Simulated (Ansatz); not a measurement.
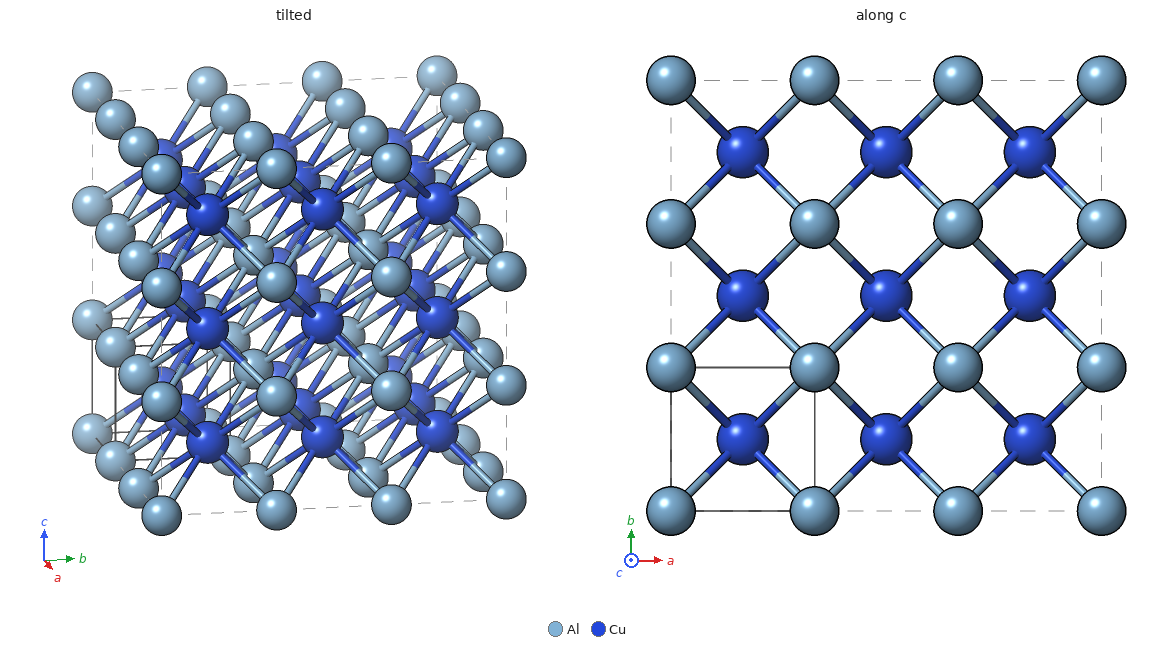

Drawn in the ball-and-stick manner and seen slightly off an axis and along the c axis. The conventional unit cell (solid box) is repeated to 3×3×3 cells.

AlCu, space group Pm-3m (No. 221), a = 3.08 Å, b = 3.08 Å, c = 3.08 Å, α = 90.00°, β = 90.00°, γ = 90.00°.

Calculation details: DFT r2SCAN, scalar-relativistic, plane waves, PAW (Ansatz); E_cut = 500 eV, 20×20×20 k-mesh, Gaussian smearing of 0.15 eV, no spin polarisation.

Does it come out as a metal, or with a gap?

A metal: bands cross the Fermi level.

Give the pressure and its sign.

The computed pressure is -11.8 GPa (stretched: it would shrink).

The cell started as a structure listed in the Materials Project. The cell was then strained or its atoms displaced on purpose. It went into a calculation with Ansatz.

At this level of theory the run's own cell isn't at rest (stretched, at -12 GPa), so its distances can differ from those at equilibrium, the more so the softer the solid.
